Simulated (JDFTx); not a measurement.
Run report: BN, band-structure run

- system: BN (F-43m, 2 atoms in the cell)
- method: Kohn-Sham DFT of a periodic cell, r2SCAN, SG15-PBE-1.2, no spin polarisation (JDFTx 1.7.0 (patched build))

The structure derives from a Materials Project entry.

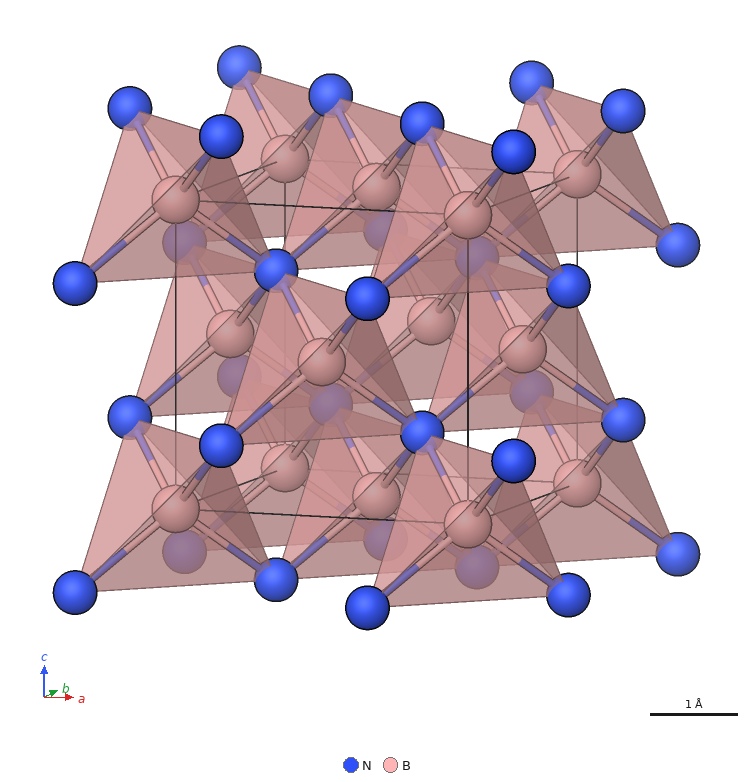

*The structure as given in the input (polyhedral view of the cell 4 times as large as that of the calculation, set on its symmetry axes, seen slightly off an axis; polyhedra are completed across the faces of the cell).*

Results in brief

| quantity | value |
| --- | --- |
| outcome | converged |
| space group (tolerance 0.01 Å) | F-43m (216) |
| electrons treated | 8 |
| gap on the band path | 4.97 eV |
| hardware | 1 thread of Intel Xeon (Granite Rapids), 16 GiB of memory available, shared host |
| wall time | 6.8 s |
| peak memory | 0.08 GiB |

Remarks

Points of doubt noted for this run: metagga forces on grid.

Input
```
include BN.lattice
coords-type Lattice
include BN.ionpos

ion-species pseudo/N.upf
ion-species pseudo/B.upf
elec-cutoff 40 320
elec-ex-corr mgga-x-r2scan mgga-c-r2scan
elec-smearing Fermi 0.0018374661
elec-n-bands 9
electronic-minimize nIterations 30 energyDiffThreshold 1e-06
davidson-band-ratio 1.3
forces-output-coords Cartesian
include path.kpoints
symmetries none
fix-electron-density run.$VAR

dump-name bands.$VAR
dump End Ecomponents EigStats BandEigs Kpoints Forces
```

File BN.lattice
```
lattice \
    0.0000000000     3.4260753537     3.4260753537 \
    3.4260753537     0.0000000000     3.4260753537 \
    3.4260753537     3.4260753537     0.0000000000
```

File BN.ionpos
```
ion N      0.2500000000     0.2500000000     0.2500000000 1
ion B      0.0000000000     0.0000000000     0.0000000000 1
```

File path.kpoints
```
kpoint +0.0000000000 +0.0000000000 +0.0000000000 0.020000000000
kpoint +0.0714285714 +0.0000000000 +0.0714285714 0.020000000000
kpoint +0.1428571429 +0.0000000000 +0.1428571429 0.020000000000
kpoint +0.2142857143 +0.0000000000 +0.2142857143 0.020000000000
kpoint +0.2857142857 +0.0000000000 +0.2857142857 0.020000000000
kpoint +0.3571428571 +0.0000000000 +0.3571428571 0.020000000000
kpoint +0.4285714286 +0.0000000000 +0.4285714286 0.020000000000
kpoint +0.5000000000 +0.0000000000 +0.5000000000 0.020000000000
kpoint +0.5000000000 +0.0833333333 +0.5833333333 0.020000000000
kpoint +0.5000000000 +0.1666666667 +0.6666666667 0.020000000000
kpoint +0.5000000000 +0.2500000000 +0.7500000000 0.020000000000
kpoint +0.4375000000 +0.3125000000 +0.7500000000 0.020000000000
kpoint +0.3750000000 +0.3750000000 +0.7500000000 0.020000000000
kpoint +0.3281250000 +0.3281250000 +0.6562500000 0.020000000000
kpoint +0.2812500000 +0.2812500000 +0.5625000000 0.020000000000
kpoint +0.2343750000 +0.2343750000 +0.4687500000 0.020000000000
kpoint +0.1875000000 +0.1875000000 +0.3750000000 0.020000000000
kpoint +0.1406250000 +0.1406250000 +0.2812500000 0.020000000000
kpoint +0.0937500000 +0.0937500000 +0.1875000000 0.020000000000
kpoint +0.0468750000 +0.0468750000 +0.0937500000 0.020000000000
kpoint +0.0000000000 +0.0000000000 +0.0000000000 0.020000000000
kpoint +0.0833333333 +0.0833333333 +0.0833333333 0.020000000000
kpoint +0.1666666667 +0.1666666667 +0.1666666667 0.020000000000
kpoint +0.2500000000 +0.2500000000 +0.2500000000 0.020000000000
kpoint +0.3333333333 +0.3333333333 +0.3333333333 0.020000000000
kpoint +0.4166666667 +0.4166666667 +0.4166666667 0.020000000000
kpoint +0.5000000000 +0.5000000000 +0.5000000000 0.020000000000
kpoint +0.5250000000 +0.4500000000 +0.5250000000 0.020000000000
kpoint +0.5500000000 +0.4000000000 +0.5500000000 0.020000000000
kpoint +0.5750000000 +0.3500000000 +0.5750000000 0.020000000000
kpoint +0.6000000000 +0.3000000000 +0.6000000000 0.020000000000
kpoint +0.6250000000 +0.2500000000 +0.6250000000 0.020000000000
kpoint +0.5625000000 +0.2500000000 +0.6875000000 0.020000000000
kpoint +0.5000000000 +0.2500000000 +0.7500000000 0.020000000000
kpoint +0.5000000000 +0.2916666667 +0.7083333333 0.020000000000
kpoint +0.5000000000 +0.3333333333 +0.6666666667 0.020000000000
kpoint +0.5000000000 +0.3750000000 +0.6250000000 0.020000000000
kpoint +0.5000000000 +0.4166666667 +0.5833333333 0.020000000000
kpoint +0.5000000000 +0.4583333333 +0.5416666667 0.020000000000
kpoint +0.5000000000 +0.5000000000 +0.5000000000 0.020000000000
kpoint +0.4791666667 +0.4791666667 +0.5416666667 0.020000000000
kpoint +0.4583333333 +0.4583333333 +0.5833333333 0.020000000000
kpoint +0.4375000000 +0.4375000000 +0.6250000000 0.020000000000
kpoint +0.4166666667 +0.4166666667 +0.6666666667 0.020000000000
kpoint +0.3958333333 +0.3958333333 +0.7083333333 0.020000000000
kpoint +0.3750000000 +0.3750000000 +0.7500000000 0.020000000000
kpoint +0.6250000000 +0.2500000000 +0.6250000000 0.020000000000
kpoint +0.5833333333 +0.1666666667 +0.5833333333 0.020000000000
kpoint +0.5416666667 +0.0833333333 +0.5416666667 0.020000000000
kpoint +0.5000000000 +0.0000000000 +0.5000000000 0.020000000000
```

Run as:
```bash
jdftx -c 1 -i bands.in -o bands.out
```

Log
```
*************** JDFTx 1.7.0 (patched build) ***************

Input parsed successfully to the following command list (including defaults):
[... the input with its defaults ...]

---------- Initializing the Grid ----------
R =
[            0      3.42608      3.42608  ]
[      3.42608            0      3.42608  ]
[      3.42608      3.42608            0  ]
unit cell volume = 80.4305
G =
[  -0.916965   0.916965   0.916965  ]
[   0.916965  -0.916965   0.916965  ]
[   0.916965   0.916965  -0.916965  ]
Minimum fftbox size, Smin = [  40  40  40  ]
Chosen fftbox size, S = [  40  40  40  ]

---------- Initializing tighter grid for wavefunction operations ----------
R =
[            0      3.42608      3.42608  ]
[      3.42608            0      3.42608  ]
[      3.42608      3.42608            0  ]
unit cell volume = 80.4305
G =
[  -0.916965   0.916965   0.916965  ]
[   0.916965  -0.916965   0.916965  ]
[   0.916965   0.916965  -0.916965  ]
Minimum fftbox size, Smin = [  28  28  28  ]
Chosen fftbox size, S = [  28  28  28  ]

---------- Exchange Correlation functional ----------
Initialized LibXC exchange functional 'Re-regularized SCAN exchange by Furness et al'
Initialized LibXC correlation functional 'Re-regularized SCAN correlation by Furness et al'

---------- Setting up pseudopotentials ----------
Width of ionic core gaussian charges (only for fluid interactions / plotting) set to 0

Reading pseudopotential file 'pseudo/N.upf':
  'N' pseudopotential, 'PBE' functional
  Generated using ONCVPSP code by D. R. Hamann
  5 valence electrons, 0 orbitals, 4 projectors, 602 radial grid points, with lMax = 1
  Core radius for overlap checks: 1.35 bohrs.

Reading pseudopotential file 'pseudo/B.upf':
  'B' pseudopotential, 'PBE' functional
  Generated using ONCVPSP code by D. R. Hamann
  3 valence electrons, 0 orbitals, 4 projectors, 602 radial grid points, with lMax = 1
  Core radius for overlap checks: 1.60 bohrs.

Initialized 2 species with 2 total atoms.

Folded 50 k-points by 1x1x1 to 50 k-points.

---------- Setting up k-points, bands, fillings ----------
No reducable k-points.
Computing the number of bands and number of electrons
Calculating initial fillings.
nElectrons:   8.000000   nBands: 9   nStates: 50

----- Setting up reduced wavefunction bases (one per k-point) -----
average nbasis = 969.920 , ideal nbasis = 971.862

---------- Setting up ewald sum ----------
Optimum gaussian width for ewald sums = 1.556064 bohr.
Real space sum over 1331 unit cells with max indices [  5  5  5  ]
Reciprocal space sum over 2197 terms with max indices [  6  6  6  ]

---------- Allocating electronic variables ----------
Reading n from file 'run.n' ... done
Reading tau from file 'run.tau' ... done
Initializing wave functions:  (No orbitals for LCAO)  bandwidth-limited random numbers

----------- Band structure minimization -------------
Minimization will be done independently for each quantum number.

---- Minimization of quantum number:     0  [ +0.0000000 +0.0000000 +0.0000000 ]  0.040000000 ----
BandDavidson: Iter:   0  Eband: +0.342956891636133
BandDavidson: Iter:   1  Eband: +0.230533855091808  dEband: -1.124230e-01
BandDavidson: Iter:   2  Eband: +0.210863313096640  dEband: -1.967054e-02
BandDavidson: Iter:   3  Eband: +0.208105669826298  dEband: -2.757643e-03
[... 627 lines of inner loops ...]
BandDavidson: Iter:   8  Eband: +0.201954470078126  dEband: -2.198925e-06
BandDavidson: Iter:   9  Eband: +0.201954008914258  dEband: -4.611639e-07
BandDavidson: Converged (dEband<1.000000e-06)
	FillingsUpdate:  mu: +0.457478736  nElectrons: 8.000000

Dumping 'bands.eigStats' ...
	eMin: -0.384581 at state 20 ( [ +0.000000 +0.000000 +0.000000 ] spin 0 )
	HOMO: +0.399092 at state 20 ( [ +0.000000 +0.000000 +0.000000 ] spin 0 )
	mu  : +0.457479
	LUMO: +0.581686 at state 7 ( [ +0.500000 +0.000000 +0.500000 ] spin 0 )
	eMax: +1.344914 at state 20 ( [ +0.000000 +0.000000 +0.000000 ] spin 0 )
	HOMO-LUMO gap: +0.182594
	Optical gap  : +0.348042 at state 20 ( [ +0.000000 +0.000000 +0.000000 ] spin 0 )
Done!
```
